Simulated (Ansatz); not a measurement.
Zn6S5 (charge +1): single-point calculation

The run: single-point calculation of Zn6S5 (defect cell, 11 atoms in the cell, total charge +1). Method and program: DFT, PBE, plane waves, PAW, spin-polarised (Ansatz 0.2.0).

The structure derives from a Materials Project entry.

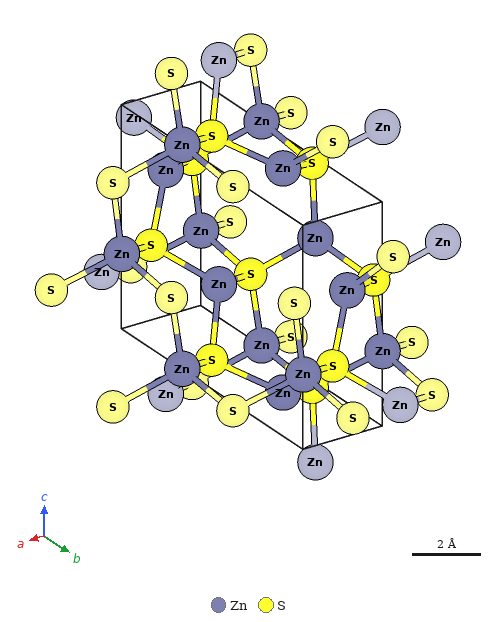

Fig. 1: The structure (ball-and-stick view of the cell of the calculation, seen slightly off an axis; neighbours outside the cell are drawn fainter). An atom can appear more than once, as a periodic image. Near neighbours in the periodic cell (some may lie outside the picture): Zn has 3 S at 2.27 to 2.32 Å; Zn has 4 S at 2.33 to 2.34 Å; S has 4 Zn at 2.27 to 2.34 Å.

### Results in brief

| quantity | value |
| --- | --- |
| outcome | converged |
| electrons treated | 101 |
| free energy | −24436.4203 eV |
| Fermi energy | 6.497 eV |
| gap on the k-point mesh | none (metallic) |
| net moment of the cell | 0.25 μB |
| integrated absolute moment | 0.26 μB |
| largest force (length of the vector) | 0.046 eV/Å |
| hardware | 4 threads of Arm Neoverse V1, 24 GiB of memory available, shared host |
| wall time | 5.1 s (CPU time 19 s) |
| peak memory | 0.65 GiB |

### Remarks

Settings chosen away from the usual ones: scf.eigensolver.kind set to davidson. The cell is charged and computed with a neutralising background, so its energy and pressure depend on the cell and aren't those of a real crystal. The k-point mesh is coarse for a cell of this size, so the results may not be converged.

### Input file
```yaml
crystal:
  lattice:
    - [0.0, 0.0, -6.3046430411]
    - [-5.7661004008, -3.3290596185, 0.0]
    - [1.0e-10, 6.6581192371, 0.0]
  atoms:
    - { symbol: Zn, position: [1.0774124843, 0.6666666667, 0.6666666667], spin: 0.25 }
    - { symbol: Zn, position: [0.9937808901, 1.0, 0.3333333333] }
    - { symbol: Zn, position: [0.9937808901, 0.3333333333, 1.0] }
    - { symbol: Zn, position: [0.4853260399, 0.3128582766, 0.3128582766], spin: 0.25 }
    - { symbol: Zn, position: [0.4853260399, 0.6666666667, 1.0204750568], spin: 0.25 }
    - { symbol: Zn, position: [0.4853260399, 1.0204750568, 0.6666666667], spin: 0.25 }
    - { symbol: S, position: [0.6236397339, 1.0, 0.3333333333] }
    - { symbol: S, position: [0.6236397339, 0.3333333333, 1.0] }
    - { symbol: S, position: [0.1188338248, 0.3279015331, 0.3279015331] }
    - { symbol: S, position: [0.1188338248, 0.6666666667, 1.0054318002] }
    - { symbol: S, position: [0.1188338248, 1.0054318002, 0.6666666667] }
  host:
    lattice:
      - [3.8440669338, 0.0, 0.0]
      - [-1.9220334669, 3.3290596186, 0.0]
      - [0.0, 0.0, 6.3046430411]
    atoms:
      - { symbol: Zn, position: [0.3333333333, 0.6666666667, 0.0002666736] }
      - { symbol: Zn, position: [0.6666666667, 0.3333333333, 0.5002666736] }
      - { symbol: S, position: [0.3333333333, 0.6666666667, 0.3747333264] }
      - { symbol: S, position: [0.6666666667, 0.3333333333, 0.8747333264] }
total_charge: 1
basis:
  ecutwfc: 420
  xc_grid: 2
kpoints:
  mp_grid: { grid: [2, 2, 2], shift: [0.0, 0.0, 0.0] }
hamiltonian:
  xc: pbe
scf:
  occupations: { method: gaussian, width: 0.01 }
  eigensolver: { kind: davidson }
output:
  forces: true
  eigenvalues: true
magnetization:
  spin_polarized: true
```

Launch command:
```bash
ansatz run input.yaml --threads 4 --pin off --max-ram 10240MiB --backend cpu --events-out ev --progress --plain --runs-dir out
```

### The program's output
```
Engine: ansatz 0.2.0, aarch64-unknown-linux-gnu
Pseudopotentials: kind: paw
Pseudopotential: Zn, paw, valence charge 12, recommended cutoff 420 eV (normal), Zn.paw.azcp
Pseudopotential: S, paw, valence charge 6, recommended cutoff 420 eV (normal), S.paw.azcp
Functional definition: PBE
  parameter kappa = 0.804
  parameter beta = 0.06672455060314922
  exchange = pbe_x(kappa = kappa, mu = beta*pi^2/3)
  correlation = pbe_c(beta = beta)
Crystal: 11 atoms, lattice volume = 242.044 Å³
Basis set: ecut = 420 eV, 4737 PW (Γ), exchange–correlation on 90×90×90 points (8 copies of the dense FFT grid, shifted against one another)
Bands: 62, of which v1, the nominal top of the filled ones, is band 51 counted from 1 (50 counted from 0)
Symmetry: 6 space group operations
Space group: P31m (ITA 157), of the structure as read, at distance tolerance 6.2e-5 Å
Magnetic group: BNS 157.53 (UNI 1283), of the structure as read, at distance tolerance 6.2e-5 Å
k-points: 4 of 8
Non-local potential: Zn, projectors of the file, l = 0: 2, l = 1: 2, l = 2: 3, l = 3: 1
Non-local potential: S, projectors of the file, l = 0: 2, l = 1: 2, l = 2: 2
PAW form: soft (Blöchl's): semilocal exchange-correlation on the pseudo side does not see the compensation charge
PAW one-centre angular grid: Zn, 590 points (default); XC on 64 Gauss nodes
PAW one-centre angular grid: S, 110 points (default); XC on 64 Gauss nodes
Initial density: superposition of atomic densities (chi_scale 0.1, normalization cell, long waves kept (reshape's long-wave potential 0.06 eV rms))
Starting moments: Σ|m| = 1 μB on 4 of 11 sites
Initial wavefunctions: pseudopotential atomic-orbital guess
Functional: x = pbe(κ = 0.804, μ = 0.2195149727645171), c = pbe(β = 0.06672455060314922)
iter 1 solved again at ethr=6.73e-3 eV; its pass at ethr=1.00e-1 eV (dr2=6.80e0 eV) is discarded
SCF iter   1: F=—  HF=-24438.646800 eV  |F-HF|=—  |Δ(HF+E_count)|=         —  Δρ=4.58e-2 (↑2.53e-2 ↓4.58e-2)  dr2=6.47e0  dr2_m=4.69e-1  M=0.250 μB ∫|m|=0.261 μB  β_m=0.30  ethr=6.73e-3  ⟨swp⟩=3.5  Hψ=2645  notcnv=0
preconditioner: auto → Resta (q_TF=auto, 2.358 Å⁻¹)  ε∞=5.4  [insulator: Δε(μ)=0.049 eV  Ē_g=11.439 eV  σ=0.010 eV  W_gap=0.67  n_scr=58 (ndim 8)  ℏωp=24.0 eV  f_vac=0.057  D(μ)=19.28/eV (n_scr^D=216)  ε∞_Penn≈5.4]
spin=Collinear: Resta preconditioning applied to the charge; magnetization (m = ρ↑ − ρ↓) channel mixes plain (no charge-response kernel on spin).
SCF iter   2: F=—  HF=-24436.958473 eV  |F-HF|=—  |Δ(HF+E_count)|=    1.69e0  Δρ=2.83e-2 (↑1.49e-2 ↓2.83e-2)  dr2=2.61e0  dr2_m=2.32e-1  M=0.250 μB ∫|m|=0.260 μB  β_m=0.30  ethr=6.41e-3  ⟨swp⟩=2.0  Hψ=992  notcnv=0
SCF iter   3: F=—  HF=-24436.442323 eV  |F-HF|=—  |Δ(HF+E_count)|=   5.16e-1  Δρ=1.37e-2 (↑1.37e-2 ↓5.92e-3)  dr2=3.15e-1  dr2_m=1.17e-1  M=0.250 μB ∫|m|=0.259 μB  β_m=0.30  ethr=2.59e-3  ⟨swp⟩=4.6  Hψ=1435  notcnv=0
SCF iter   4: F=—  HF=-24436.894920 eV  |F-HF|=—  |Δ(HF+E_count)|=   4.53e-1  Δρ=1.77e-2 (↑9.85e-3 ↓1.77e-2)  dr2=9.74e-1  dr2_m=5.97e-2  M=0.250 μB ∫|m|=0.258 μB  β_m=0.30  ethr=3.11e-4  ⟨swp⟩=4.8  Hψ=1834  notcnv=0  defer=2
iter 5 solved again at ethr=1.63e-5 eV; its pass at ethr=3.11e-4 eV (dr2=1.65e-2 eV) is discarded
SCF iter   5: F=—  HF=-24436.419356 eV  |F-HF|=—  |Δ(HF+E_count)|=   4.76e-1  Δρ=4.82e-3 (↑4.82e-3 ↓3.07e-3)  dr2=1.66e-2  dr2_m=3.00e-2  M=0.250 μB ∫|m|=0.258 μB  β_m=0.30  ethr=1.63e-5  ⟨swp⟩=3.5  Hψ=2757  notcnv=0  defer=2
SCF iter   6: F=—  HF=-24436.416187 eV  |F-HF|=—  |Δ(HF+E_count)|=   3.17e-3  Δρ=3.34e-3 (↑3.34e-3 ↓2.09e-3)  dr2=5.23e-3  dr2_m=1.53e-2  M=0.250 μB ∫|m|=0.258 μB  β_m=0.30  ethr=1.63e-5  ⟨swp⟩=5.2  Hψ=1593  notcnv=0  defer=2
SCF iter   7: F=—  HF=-24436.416334 eV  |F-HF|=—  |Δ(HF+E_count)|=   1.47e-4  Δρ=2.03e-3 (↑1.83e-3 ↓2.03e-3)  dr2=9.22e-4  dr2_m=7.99e-3  M=0.250 μB ∫|m|=0.258 μB  β_m=0.30  ethr=5.18e-6  ⟨swp⟩=4.1  Hψ=1250  notcnv=0  defer=2
Mixer restart at iter 7: flushing history
spin-set hold released at iteration 7 (site moments contracting): the magnetisation degrees of freedom join the quasi-Newton model from the next iteration; the mixer history was flushed
SCF iter   8: F=—  HF=-24436.417634 eV  |F-HF|=—  |Δ(HF+E_count)|=   1.30e-3  Δρ=1.40e-3 (↑1.32e-3 ↓1.40e-3)  dr2=5.83e-4  dr2_m=3.96e-3  M=0.250 μB ∫|m|=0.259 μB  β_m=0.64  ethr=9.13e-7  ⟨swp⟩=3.4  Hψ=1261  notcnv=0  defer=2
SCF iter   9: F=—  HF=-24436.420400 eV  |F-HF|=—  |Δ(HF+E_count)|=   2.77e-3  Δρ=4.42e-4 (↑2.59e-4 ↓4.42e-4)  dr2=7.25e-4  dr2_m=2.75e-5  M=0.250 μB ∫|m|=0.263 μB  β_m=0.56  ethr=5.78e-7  ⟨swp⟩=5.1  Hψ=1682  notcnv=0  defer=2
SCF iter  10: F=—  HF=-24436.420207 eV  |F-HF|=—  |Δ(HF+E_count)|=   1.93e-4  Δρ=5.42e-5 (↑5.40e-5 ↓5.42e-5)  dr2=5.44e-5  dr2_m=5.14e-7  M=0.250 μB ∫|m|=0.264 μB  β_m=0.67  ethr=5.78e-7  ⟨swp⟩=4.0  Hψ=1485  notcnv=0
SCF iter  11: F=—  HF=-24436.420220 eV  |F-HF|=—  |Δ(HF+E_count)|=   1.28e-5  Δρ=3.06e-5 (↑3.06e-5 ↓2.62e-5)  dr2=1.66e-5  dr2_m=2.04e-7  M=0.250 μB ∫|m|=0.264 μB  β_m=0.84  ethr=5.39e-8  ⟨swp⟩=3.4  Hψ=1122  notcnv=0
SCF iter  12: F=—  HF=-24436.420249 eV  |F-HF|=—  |Δ(HF+E_count)|=   2.92e-5  Δρ=1.59e-5 (↑1.59e-5 ↓1.05e-5)  dr2=1.79e-6  dr2_m=5.26e-8  M=0.250 μB ∫|m|=0.264 μB  β_m=0.92  ethr=1.65e-8  ⟨swp⟩=3.8  Hψ=1204  notcnv=0
SCF iter  13: F=—  HF=-24436.420253 eV  |F-HF|=—  |Δ(HF+E_count)|=   3.36e-6  Δρ=8.27e-6 (↑7.95e-6 ↓8.27e-6)  dr2=4.08e-7  dr2_m=7.29e-10  M=0.250 μB ∫|m|=0.264 μB  β_m=0.76  ethr=1.77e-9  ⟨swp⟩=4.0  Hψ=1383  notcnv=0
SCF iter  14: F=—  HF=-24436.420252 eV  |F-HF|=—  |Δ(HF+E_count)|=   1.26e-7  Δρ=3.18e-6 (↑3.18e-6 ↓2.83e-6)  dr2=7.07e-8  dr2_m=3.81e-10  M=0.250 μB ∫|m|=0.264 μB  β_m=0.72  ethr=4.04e-10  ⟨swp⟩=4.0  Hψ=1485  notcnv=0
SCF iter  15: F=-24436.420252 eV  HF=-24436.420252 eV  |F-HF|=7.10e-9  |Δ(HF+E_count)|=   8.51e-9  Δρ=8.75e-7 (↑8.61e-7 ↓8.75e-7)  dr2=8.29e-9  dr2_m=4.10e-11  M=0.250 μB ∫|m|=0.264 μB  ethr=7.00e-11  ⟨swp⟩=4.0  Hψ=1318  notcnv=0
SCF 1 converged in 15 iterations: F = -24436.420252 eV  dr2 = 8.29e-9
  Residual-converged pass: ⟨swp⟩=2.1  Hψ=675  notcnv=0  max |occ|·‖R‖ = 6.3e-6 eV (tolerance 6.7e-6 eV)  dr2=8.31e-9  dr2_m=4.15e-11  dr2_onsite=2.68e-9  max |Δocc| = 1.2e-31
  greatest PAW one-centre occupation: 0.985 electrons in one spin orbital (limit 2), on the Zn atom at site 0 (counted from 0), in its partial waves of l = 2
```

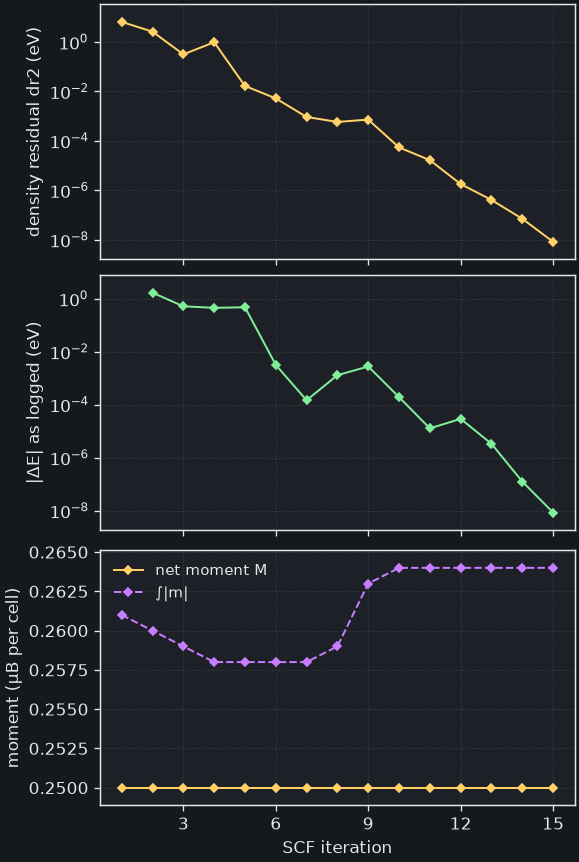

Fig. 2: Convergence of the self-consistent field: density residual dr2, size of the energy change and magnetic moment against the SCF iteration. The residual comes down, with one marked jump up, by a factor of about 3, at step 4. The net moment stays at 0.2 μB per cell.

```
SCF converged after 15 iterations
Magnetization: 0.2500 μB (50.6250 up, 50.3750 down)
Absolute magnetization: 0.2650 μB (∫|ρ↑−ρ↓|, with the PAW one-centre terms)
Spin contamination: 0.0005 ħ² per cell (⟨S²⟩ above its minimum at these occupations)
Per-site moments (μB) at R_I (Å): [(0.00221121401334201, 0.9366250330308), (0.0011725831063509116, 0.9626132441726781), (0.0011725831063510192, 0.9626132441726781), (0.007947316177783607, 0.9540186288965913), (0.007947316177783475, 0.9540186288965912), (0.007947316177783789, 0.9540186288965912), (0.0034985602150168806, 0.9587462710269784), (0.0034985602150170055, 0.9587462710269783), (0.006282622595108836, 0.9366250330308), (0.0062826225951086705, 0.9366250330308), (0.006282622595108812, 0.9366250330308001)]
Free energy (F): -24436.420252 eV
Harris-Foulkes:  -24436.420252 eV  (|F-HF|=7.10e-9)
Internal energy: -24436.419288 eV  (E = F + TS)
E sigma→0 (E₀):  -24436.419770 eV
Entropy (-TS):   -0.000964 eV (-0.088 meV/atom)
Fermi energy:    6.497067 eV
--- Per-component energies (eV) ---
  E_band       = -84.665874
  E_kinetic    = 1308.241351
  E_local      = -12846.995941  (includes V_loc(G=0)·N_el)
  E_nonlocal   = 3825.683447
  E_hartree    = 5385.491071
  E_xc         = -1296.899801
  E_vxc        = -733.422273  (∫ρ·V_xc dr)
  E_paw        = -13970.364160  (= ΣΔE_a)
  E_vpaw       = -2409.149149  (= ΣTr[D̂ρ^β])
  E_aug_tail   = -0.002171  (compensation charges beyond the density's cutoff)
  E_ewald      = -6841.573084
  E_smearing   = -0.000964  (= −TS)
  E_closure    = -0.000000  (closes the sum)
  E_deformation_potential = 10.622281  (in the stress; not in F)
  Σ components = -24436.420252   (vs F -24436.420252, Δ=0.00e0)
--- Forces (eV/Å), atoms counted from 1 ---
  atom   1  Zn    -0.00000000     0.00000000    -0.00576964
  atom   2  Zn     0.00000000    -0.00000000    -0.00534205
  atom   3  Zn    -0.00000000     0.00000000    -0.00534205
  atom   4  Zn     0.00199599    -0.00115239     0.04320677
  atom   5  Zn     0.00000000     0.00230478     0.04320677
  atom   6  Zn    -0.00199599    -0.00115239     0.04320677
  atom   7  S      0.00000000    -0.00000000    -0.02101266
  atom   8  S     -0.00000000     0.00000000    -0.02101266
  atom   9  S      0.03436467    -0.01984045    -0.02372771
  atom  10  S      0.00000000     0.03968091    -0.02372771
  atom  11  S     -0.03436467    -0.01984045    -0.02372771
  max |Σ_I F_I| component: 4.19e-5 eV/Å
--- Band table (eV; the first three rows and the last of 8) ---
  k-point 0 ↑: bands = ["-8.3780", "-7.6077", "-7.4339", "-7.4128", "-7.4128", "-1.6767", "-1.6767", "-1.6194", "-1.6129", "-1.6129", "-1.5277", "-1.4998", "-1.4998", "-1.4605", "-1.4605", "-1.3841", "-1.2757", "-1.2757", "-1.2423", "-1.2423", "-1.2380", "-1.2311", "-1.2029", "-1.1811", "-1.1811", "-1.1592", "-1.1592", "-1.0774", "-1.0774", "-1.0489", "-1.0489", "-0.9286", "-0.8919", "-0.7681", "-0.7681", "-0.4175", "0.4377", "0.4955", "0.6325", "0.6325", "1.5033", "1.5033", "2.2979", "2.5443", "2.5443", "3.0561", "3.0561", "3.9180", "4.2642", "4.2642", "5.2492", "7.4971", "8.4042", "8.4042", "8.8800", "9.4388", "9.4388", "10.1443", "10.5681", "11.1000", "11.1000", "11.8059"]
  k-point 1 ↑: bands = ["-8.0490", "-7.8855", "-7.5810", "-7.4175", "-7.3682", "-1.6991", "-1.6935", "-1.6476", "-1.5844", "-1.5703", "-1.5625", "-1.5476", "-1.5347", "-1.4746", "-1.4467", "-1.3841", "-1.3663", "-1.3363", "-1.3059", "-1.2929", "-1.2472", "-1.2310", "-1.2225", "-1.1850", "-1.1817", "-1.1534", "-1.1510", "-1.1213", "-1.0932", "-1.0812", "-1.0302", "-1.0043", "-0.8729", "-0.8367", "-0.7895", "-0.0455", "0.1467", "0.5236", "0.9369", "1.5162", "1.6769", "1.8590", "2.1905", "2.2228", "2.6536", "2.9554", "3.2029", "3.4874", "3.8433", "3.9408", "6.5722", "7.5034", "7.9640", "8.3506", "8.6154", "9.3967", "9.4466", "10.0447", "10.5229", "10.5960", "10.8462", "10.8834"]
  k-point 2 ↑: bands = ["-8.1198", "-7.9111", "-7.4210", "-7.4014", "-7.4014", "-1.6760", "-1.6760", "-1.6122", "-1.5878", "-1.5854", "-1.5854", "-1.5681", "-1.5681", "-1.4814", "-1.4705", "-1.4218", "-1.4218", "-1.3570", "-1.3570", "-1.2473", "-1.2473", "-1.2355", "-1.2312", "-1.1930", "-1.1930", "-1.1567", "-1.1567", "-1.1081", "-1.1081", "-1.0967", "-1.0458", "-1.0458", "-0.8163", "-0.7556", "-0.7556", "-0.0403", "0.1835", "0.5086", "0.5086", "1.5004", "1.5786", "1.5786", "2.2661", "2.5641", "2.5641", "3.2450", "3.4882", "3.4882", "4.1770", "4.1770", "5.9415", "7.7083", "8.4135", "8.4135", "8.8059", "9.1555", "9.8241", "9.8241", "10.3530", "11.1607", "11.1607", "11.2691"]
  k-point 3 ↓: bands = ["-7.7491", "-7.7393", "-7.7277", "-7.5849", "-7.4750", "-1.7305", "-1.6954", "-1.6326", "-1.6194", "-1.6074", "-1.5876", "-1.5711", "-1.5627", "-1.4786", "-1.4707", "-1.4558", "-1.3936", "-1.3791", "-1.3499", "-1.3129", "-1.2663", "-1.2625", "-1.2390", "-1.1564", "-1.1476", "-1.1355", "-1.1139", "-1.1058", "-1.0974", "-1.0653", "-1.0486", "-1.0171", "-1.0016", "-0.9763", "-0.8733", "-0.0610", "0.3750", "0.7944", "1.1503", "1.3686", "1.6278", "2.8789", "2.9203", "2.9571", "3.0049", "3.0281", "3.0524", "3.1532", "3.1853", "3.2633", "6.5001", "7.9267", "8.1040", "8.2405", "8.9390", "9.2135", "9.4495", "9.7224", "10.2900", "10.3431", "10.4283", "10.5564"]
```

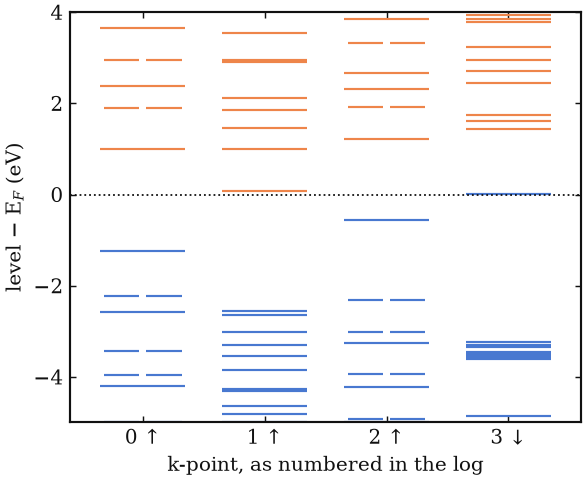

Fig. 3: Kohn–Sham levels near the Fermi level (dotted) at the few k-points that the log prints; levels within 0.02 eV of each other stand side by side. The system is metallic on the full mesh.
